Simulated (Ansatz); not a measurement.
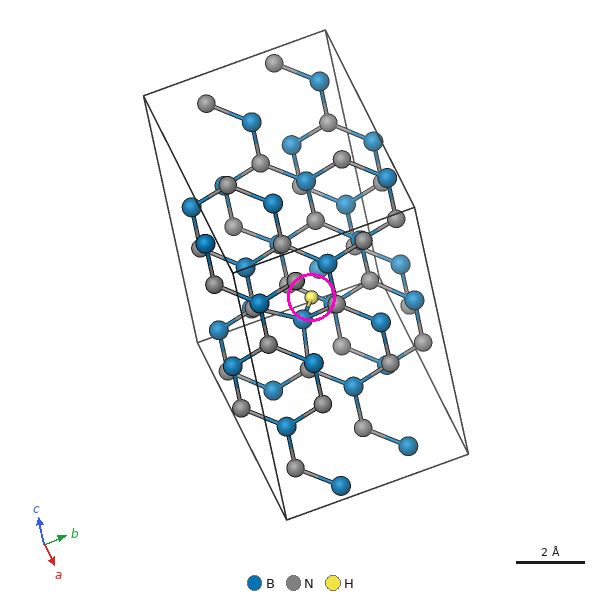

Crystal structure, ball-and-stick style, seen from a general direction. The lines enclose the supercell; boundary atoms appear with their images. The host is BN, in a cell of 48 sites, and the cell carries a charge of -1. A ring marks the defect's site.

Question: What imperfection does the supercell contain?

Answer: An interstitial hydrogen atom. It is bonded to one B at about 1.2 Å.

The atoms were relaxed in the host's cell with DFT PBE+D3(BJ), scalar-relativistic, plane waves, PAW in Ansatz 0.2.0.
